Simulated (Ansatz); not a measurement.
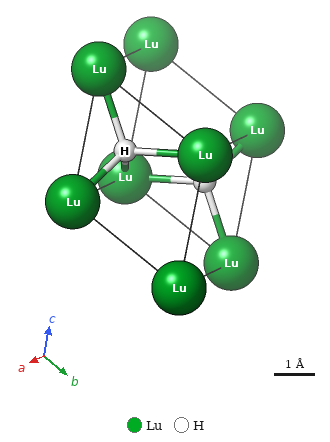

Figure 1. The structure (ball-and-stick view of the reduced cell, seen slightly off an axis). An atom can appear more than once, as a periodic image.

Run report: LuH2, field-gradient calculation

LuH2 (3 atoms in the cell), computed with DFT, LDA, all-electron PAW with datasets made for the crystal, scalar-relativistic, no spin polarisation (Ansatz 0.2.0).

The structure derives from an entry of the Crystallography Open Database. It belongs to a series of runs on one base structure; here: zz strain of +2 %, crystal datasets.

The program's output
```
hamiltonian.pseudopotentials.datasets: crystal makes datasets for this crystal and solves the spheres of its atoms anew in each pass: cutoff 360.0 eV, the density's 1440.0 eV; recipe 488a1b833521.33, for an error of 0.50 meV an atom under PBE, 1.5 meV for the cell; an energy difference from a run of another recipe may be off by several times the error for the cell, under r2SCAN by more, where some 0.1 meV an atom stays at smaller errors; H in spheres of 0.815 Å, 1 of its electrons in bands; Lu in spheres of 1.376 Å, 25 of its electrons in bands
band count auto-derived: 20 (N_el = 27.0; filled up to band 14; 18 by the electrons, moments and atoms)
Lu: output.efg is read without spin–orbit coupling, which moves field gradients at and beside such atoms by some per cent and up to a factor of two; PAW files take it under magnetization.noncollinear and magnetization.spin_orbit
Engine: ansatz 0.2.0, x86_64-unknown-linux-gnu
Pseudopotentials: kind: all_electron
Pseudopotential: Lu, paw, valence charge 25, recommended cutoff 360 eV (normal), crystal/all_electron/lda/scalar/gaussian/Lu, Koelling and Harmon's equation, gaussian nucleus
Pseudopotential: H, paw, valence charge 1, recommended cutoff 360 eV (normal), crystal/all_electron/lda/scalar/gaussian/H, Koelling and Harmon's equation, gaussian nucleus
Functional definition: SPW92
  exchange = slater_x
  correlation = pw_c
Crystal: 3 atoms, lattice volume = 32.510 Å³
Basis set: ecut = 360 eV, 531 PW (Γ)
Bands: 20, of which v1, the nominal top of the filled ones, is band 14 counted from 1 (13 counted from 0)
Symmetry: 16 space group operations
Space group: I4/mmm (ITA 139), of the structure as read, at distance tolerance 3.2e-5 Å
k-points: 59 of 512
Non-local potential: Lu, projectors of the file, l = 0: 2, l = 1: 2, l = 2: 1, l = 3: 2
Non-local potential: H, projectors of the file, l = 0: 1, l = 1: 1
PAW form: soft (Blöchl's): semilocal exchange-correlation on the pseudo side does not see the compensation charge
PAW one-centre angular grid: Lu, 590 points (default); XC on its mesh's 1827 points in the sphere
PAW one-centre angular grid: H, 110 points (default); XC on its mesh's 2091 points in the sphere
Initial density: superposition of atomic densities (neutral atoms: chi_scale 0, normalization atom)
Initial wavefunctions: pseudopotential atomic-orbital guess
Functional: x = slater, c = lda
iter 1 solved again at ethr=5.74e-3 eV; its pass at ethr=1.00e-1 eV (dr2=1.55e0 eV) is discarded
SCF iter   1: F=—  HF=-396037.828216 eV  |F-HF|=—  |Δ(HF+E_count)|=         —  Δρ=6.77e-2  dr2=1.52e0  ethr=5.74e-3  ⟨swp⟩=2.3  Hψ=5934  notcnv=0
preconditioner: auto → Kerker (q_TF=auto, 2.645 Å⁻¹)  [metal: Δε(μ)=0.023 eV  Ē_g=15.156 eV  σ=0.020 eV  W_gap=0.29  n_scr=14 (ndim 8)  ℏωp=32.6 eV  f_vac=0.000  D(μ)=1.68/eV (n_scr^D=14)]
SCF iter   2: F=—  HF=-396037.451229 eV  |F-HF|=—  |Δ(HF+E_count)|=   3.77e-1  Δρ=3.90e-2  dr2=5.54e-1  ethr=5.65e-3  ⟨swp⟩=2.2  Hψ=2373  notcnv=0  defer=3
iter 3 solved again at ethr=9.60e-5 eV; its pass at ethr=2.05e-3 eV (dr2=2.59e-2 eV) is discarded
SCF iter   3: F=—  HF=-396037.247339 eV  |F-HF|=—  |Δ(HF+E_count)|=   2.04e-1  Δρ=7.87e-3  dr2=2.57e-2  ethr=9.60e-5  ⟨swp⟩=2.1  Hψ=5436  notcnv=0  defer=2
SCF iter   4: F=—  HF=-396037.231787 eV  |F-HF|=—  |Δ(HF+E_count)|=   1.56e-2  Δρ=6.08e-3  dr2=8.74e-3  ethr=9.51e-5  ⟨swp⟩=3.1  Hψ=3168  notcnv=0
SCF iter   5: F=—  HF=-396037.232907 eV  |F-HF|=—  |Δ(HF+E_count)|=   1.12e-3  Δρ=2.20e-3  dr2=1.32e-3  ethr=3.24e-5  ⟨swp⟩=2.6  Hψ=2393  notcnv=0  defer=1
SCF iter   6: F=—  HF=-396037.233815 eV  |F-HF|=—  |Δ(HF+E_count)|=   9.08e-4  Δρ=5.63e-4  dr2=1.23e-4  ethr=4.88e-6  ⟨swp⟩=2.1  Hψ=2533  notcnv=0
SCF iter   7: F=—  HF=-396037.233805 eV  |F-HF|=—  |Δ(HF+E_count)|=   1.01e-5  Δρ=2.45e-4  dr2=2.66e-5  ethr=4.56e-7  ⟨swp⟩=2.1  Hψ=1997  notcnv=0
SCF iter   8: F=—  HF=-396037.233801 eV  |F-HF|=—  |Δ(HF+E_count)|=   3.83e-6  Δρ=6.86e-5  dr2=2.59e-6  ethr=9.84e-8  ⟨swp⟩=2.2  Hψ=2026  notcnv=0
SCF iter   9: F=—  HF=-396037.233800 eV  |F-HF|=—  |Δ(HF+E_count)|=   1.07e-6  Δρ=1.94e-5  dr2=2.06e-7  ethr=9.60e-9  ⟨swp⟩=2.4  Hψ=2009  notcnv=0
SCF iter  10: F=-396037.233800 eV  HF=-396037.233800 eV  |F-HF|=2.60e-8  |Δ(HF+E_count)|=   4.94e-8  Δρ=3.79e-6  dr2=8.06e-9  ethr=7.62e-10  ⟨swp⟩=2.8  Hψ=2032  notcnv=0
SCF 1 converged in 10 iterations: F = -396037.233801 eV  dr2 = 8.06e-9
  Residual-converged pass: ⟨swp⟩=3.0  Hψ=2342  notcnv=0  max |occ|·‖R‖ = 6.2e-6 eV (tolerance 6.5e-6 eV)  dr2=7.90e-9  dr2_onsite=2.87e-8  max |Δocc| = 9.1e-12
  greatest PAW one-centre occupation: 0.998 electrons in one spin orbital (limit 2), on the Lu atom at site 0 (counted from 0), in its partial waves of l = 0
```

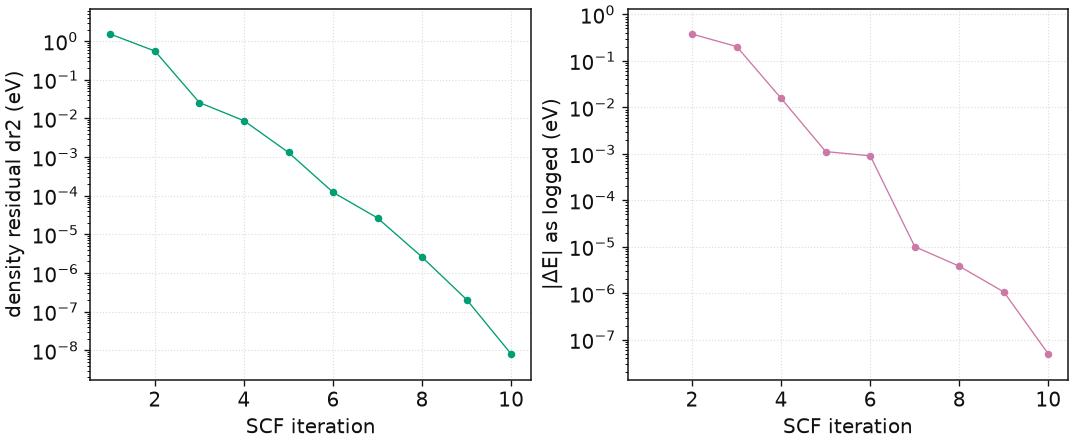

Figure 2. Convergence of the self-consistent field: density residual dr2 and size of the energy change against the SCF iteration. The residual falls at every step.

```
SCF converged after 10 iterations
Free energy (F): -396037.233801 eV
Harris-Foulkes:  -396037.233801 eV  (|F-HF|=2.60e-8)
Internal energy: -396037.231908 eV  (E = F + TS)
E sigma→0 (E₀):  -396037.232854 eV
Entropy (-TS):   -0.001892 eV (-0.631 meV/atom)
Past the cutoff: the bands carry plane waves up to 1.75 times it, of which those up to 1.5 times it add -0.000186 eV an atom, each by itself; the spheres take 0.000087 eV an atom off the energy for waves past 1.75 times it
By the cutoff:   a pressure is off by up to 0.006 GPa (1.2 times the spheres' own share and the shells' term, over an atom's volume, and 0.004 GPa: a bound that held against runs at twice the plane waves)
Past the cutoffs: a stress includes 0.0010 GPa for waves and charges beyond them, in addition to the slope of what the spheres take
In the spheres:  the bands' charges fall short by 1.2e-6 e at most (sound up to 1e-3)
Fermi energy:    13.896085 eV
--- Per-component energies (eV) ---
  E_band       = 8.085983
  E_kinetic    = 251.925284
  E_local      = -4451.230793  (includes V_loc(G=0)·N_el)
  E_nonlocal   = -1647.158730
  E_hartree    = 2198.060384
  E_xc         = -100.049837
  E_vxc        = -130.676211  (∫ρ·V_xc dr)
  E_paw        = -403000.209567  (= ΣΔE_a)
  E_vpaw       = -13324.681508  (= ΣTr[D̂ρ^β])
  E_ewald      = -4202.363135
  E_smearing   = -0.001892  (= −TS)
  E_closure    = 14913.794486  (closes the sum)
  Σ components = -396037.233801   (vs F -396037.233801, Δ=0.00e0)
  The terms above E_closure are by the made datasets' own strengths, without shells solved beside the bands.
--- Forces (eV/Å), atoms counted from 1 ---
  atom   1  Lu    -0.00000000    -0.00000000    -0.00000000
  atom   2  H      0.00000000    -0.00000000     0.00000000
  atom   3  H     -0.00000000     0.00000000     0.00000000
  max |Σ_I F_I| component: 1.73e-18 eV/Å
--- Stress (GPa, compression-positive) ---
       -8.191663       0.000000       0.000000
        0.000000      -8.191663       0.000000
        0.000000       0.000000      -8.348351
  P = ⅓ Tr σ = -8.2439 GPa (-82.439 kbar)
--- PAW observables at the nuclei: V_zz in 10²¹ V/m², potentials from the cell's mean, atoms counted from 1 ---
  atom   1  Lu V_zz =    -0.341463   η = 0.0000   by run symmetry: allowed
            electrostatic potential = -13862.664865 V   contact ρ = 6935312.316462 e/Å³
  atom   2  H  V_zz =    +0.010522   η = 0.0000   by run symmetry: allowed
            electrostatic potential = -47.317141 V   contact ρ = 2.737713 e/Å³
  atom   3  H  V_zz =    +0.010522   η = 0.0000   by run symmetry: allowed
            electrostatic potential = -47.317141 V   contact ρ = 2.737713 e/Å³
--- Band table (eV; the first three rows and the last of 59) ---
  k-point 0: bands = ["-42.3478", "-12.8900", "-12.8900", "-12.8855", "4.6621", "8.5246", "8.7987", "8.7987", "8.8007", "8.8626", "8.8653", "8.8653", "13.4463", "15.0469", "15.1826", "15.1826", "17.7340", "17.9926"]
  k-point 1: bands = ["-42.3449", "-12.9517", "-12.8971", "-12.8954", "5.0132", "8.5260", "8.7973", "8.8045", "8.8058", "8.8527", "8.8545", "8.8649", "12.1528", "15.2689", "15.3712", "16.8256", "17.5578", "17.7755"]
  k-point 2: bands = ["-42.3380", "-13.0999", "-12.9161", "-12.9140", "5.9249", "8.5331", "8.7975", "8.8142", "8.8152", "8.8331", "8.8366", "8.8656", "10.8124", "15.4470", "15.6023", "17.6597", "17.7576", "18.7919"]
  k-point 58: bands = ["-42.3228", "-13.2873", "-13.0206", "-13.0206", "8.5957", "8.7476", "8.8012", "8.8072", "8.8072", "8.8275", "8.8373", "8.8373", "9.7980", "11.5056", "19.5585", "19.6261", "19.6261", "20.3692"]
```

This output came from the following input.

Input
```yaml
crystal:
  lattice:
    - [0.0, 2.5165, 2.56683]
    - [2.5165, 0.0, 2.56683]
    - [2.5165, 2.5165, 0.0]
  atoms:
    - { symbol: Lu, position: [0.0, 0.0, 0.0] }
    - { symbol: H, position: [0.25, 0.25, 0.25] }
    - { symbol: H, position: [0.75, 0.75, 0.75] }
kpoints:
  mp_grid: { grid: [8, 8, 8] }
scf:
  occupations: { method: fermi_dirac, width: 0.02 }
hamiltonian:
  xc: lda
  pseudopotentials: { kind: all_electron, datasets: crystal }
output:
  forces: true
  stress: true
  eigenvalues: true
  efg: { contact_densities: true }
```

Command:
```bash
ansatz run input.yaml --threads 1 --pin off --max-ram 4096MiB --backend cpu --events-out ev --progress --plain --runs-dir out
```

Key numbers

```csv
quantity,value
outcome,converged
space group (tolerance 0.01 Å),I4/mmm (139)
electrons in bands (core shells apart),27
free energy,−396037.2338 eV
Fermi energy,13.896 eV
pressure,−8.24 GPa
field gradient V_zz (10²¹ V/m²),"Lu −0.34, H 0.0105, H 0.0105"
largest force (length of the vector),under 0.001 eV/Å
hardware,"1 thread of Intel Xeon (Sapphire Rapids), 32 GiB of memory available, shared host"
wall time,8.6 s
peak memory,0.54 GiB
```

Remarks

The program warns: the field gradients leave out spin–orbit coupling. The cell is under a tension of 8.2 GPa at this level, so it is not at its equilibrium volume.
